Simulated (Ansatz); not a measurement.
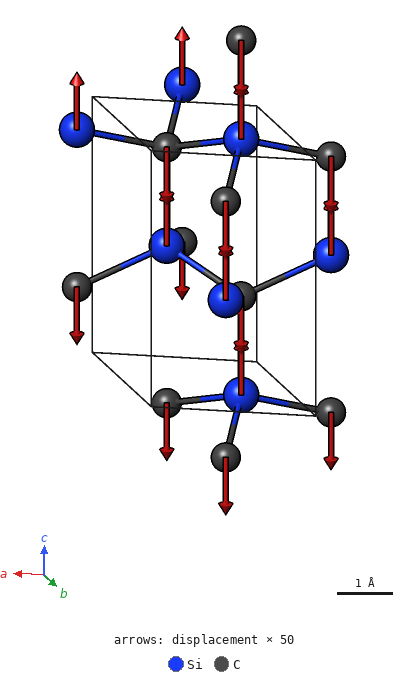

A relaxation of a crystal of SiC (set up in P6_3mc) (coarse preliminary run). The starting structure is drawn; red arrows show the displacements (the part carried along by the change of the cell is left out), magnified 50 times.

The picture is a ball-and-stick view of the cell of the calculation, seen from a free direction.

Computed with Ansatz 0.2.0, DFT PBE, scalar-relativistic, plane waves, PAW.

Input
```yaml
crystal:
  lattice:
    - [3.0759982064, 0.0, 0.0]
    - [-1.5379991032, 2.6638925888, 0.0]
    - [0.0, 0.0, 5.048]
  atoms:
    - { symbol: Si, position: [0.3333333333, 0.6666666667, 0.0] }
    - { symbol: Si, position: [0.6666666667, 0.3333333333, 0.5] }
    - { symbol: C, position: [0.3333333333, 0.6666666667, 0.385] }
    - { symbol: C, position: [0.6666666667, 0.3333333333, 0.885] }
basis:
  ecutwfc: 420
kpoints:
  mp_grid: { grid: [6, 6, 4] }
hamiltonian:
  xc: pbe
scf:
  occupations: { method: gaussian, width: 0.1 }
output:
  forces: true
  stress: true
  eigenvalues: true
relax:
  adjacent_minimum: "off"
  f_tol: 0.05
  max_steps: 80
  cell: { stress_tol: 0.5 }
```

Launched with:
```bash
ansatz run input.yaml --threads 2 --pin off --max-ram 5120MiB --backend cpu --events-out ev --progress --plain --runs-dir out
```

**What did the optimiser do to the structure, and how much energy did it gain?**

The largest moves relative to the cell, 0.023 Å, are those of Si1, Si2, C3 and C4. C4 goes along −c. By element the largest moves are C 0.023 Å, Si 0.023 Å. The drawn cell changes as follows: a = b 3.076 → 3.092 Å (+0.5 %), c 5.048 → 5.074 Å (+0.5 %); the volume changes by +1.5 %. Some distances before and after: Si1–C3 1.943 → 1.907 Å, Si1–C4 1.868 → 1.893 Å. The space group stays P6_3mc (No. 186). After 3 accepted moves (4 points after the start) the energy has fallen by 10.6 meV per atom. Largest force component: 0.75 eV/Å at the start, 0.0038 eV/Å at the end. Pressure: 3.70 GPa at the start and 0.04 GPa at the end. At 1 point the geometry stayed and the basis and grid were re-selected for the new cell (energy shift of 0.3 meV per atom at most each time).
